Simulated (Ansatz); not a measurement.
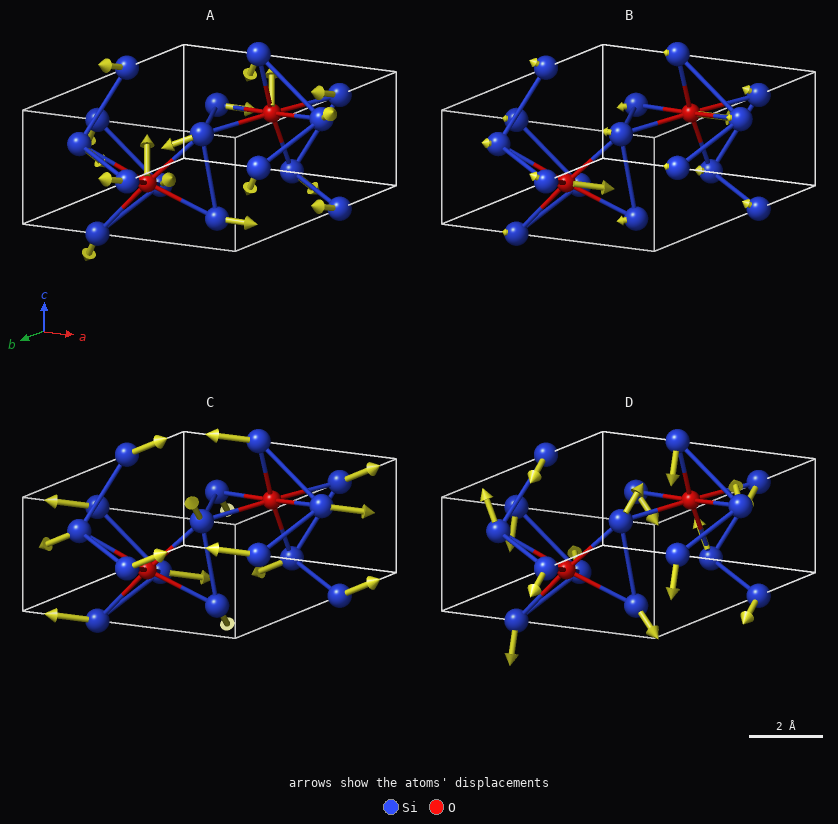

Modes of solid Si3O (a generated structure), space group P6₃22 (No. 182), at the zone centre (one member of each degenerate set). The yellow arrows give the relative displacements of the atoms. The picture is a ball-and-stick view of the cell of the calculation, seen from a free direction.

Theory: DFT PBE, scalar-relativistic, plane waves, PAW (Ansatz 0.2.0).

The frequencies depend somewhat on the k-mesh and the smearing.

**Give the symmetry species and the selection rules of each.**

A is A₂, infrared-active by symmetry (295i cm⁻¹). B is E₁, infrared- and Raman-active by symmetry (387i cm⁻¹). C is A₁, Raman-active by symmetry (221 cm⁻¹). D is B₂, silent by symmetry (neither infrared- nor Raman-active) (351 cm⁻¹). In a metal the free carriers screen the infrared response.
